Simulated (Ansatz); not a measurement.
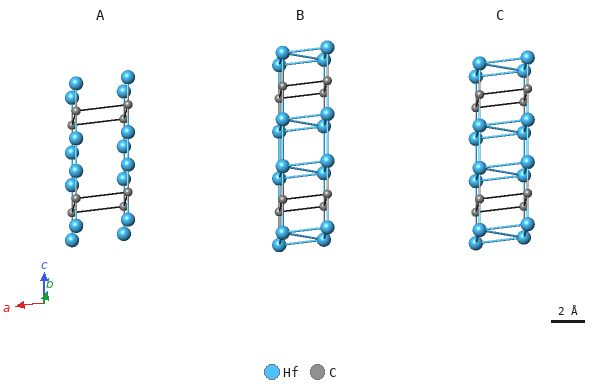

3 geometries from one relaxation of crystalline Hf₂C (a generated structure, set up in P6/mmm) (coarse preliminary run), in shuffled order. Style: ball-and-stick. Shown: the cell of the calculation, from a free direction.

All numbers below come from Ansatz, DFT PBE, scalar-relativistic, plane waves, PAW. Set-up: plane-wave cutoff 420 eV; k-point mesh 6 × 6 × 4; occupations gaussian; smearing width 0.1 eV; no spin polarisation; cell and atoms relaxed; force threshold 0.04 eV/Å; at most 70 steps.

Question: Order the frames from highest to lowest energy.

Answer: A, C, B. They are steps 0, 4, 13, at +5.809 eV per cell of the calculation, +0.575 eV per cell of the calculation relative to the last. Over 10 accepted moves (13 points after the start) the energy falls by 5.809 eV per cell of the calculation. The largest force component goes from 5.2 to 0.01 eV/Å. Pressure: 41.39 GPa at the start and −0.02 GPa at the end. The line search rejected the trial step at point 8 of the run. The SCF was repeated twice at an unchanged geometry on a basis and grid sized afresh for the cell, which shifted the energy by 97.0 meV per cell of the calculation at most. The largest moves relative to the cell, 0.15 Å, are those of Hf atoms. C stays in place. The volume changes by −4.0 %, with a = b 3.560 → 3.064 Å (−13.9 %), c 5.577 → 7.229 Å (+29.6 %). Near-neighbour distances that change, for instance: Hf–Hf 2.075 → 2.988 Å, Hf–Hf 3.560 → 3.064 Å, C–Hf 1.751 → 2.121 Å. The space group stays P6/mmm (No. 191).
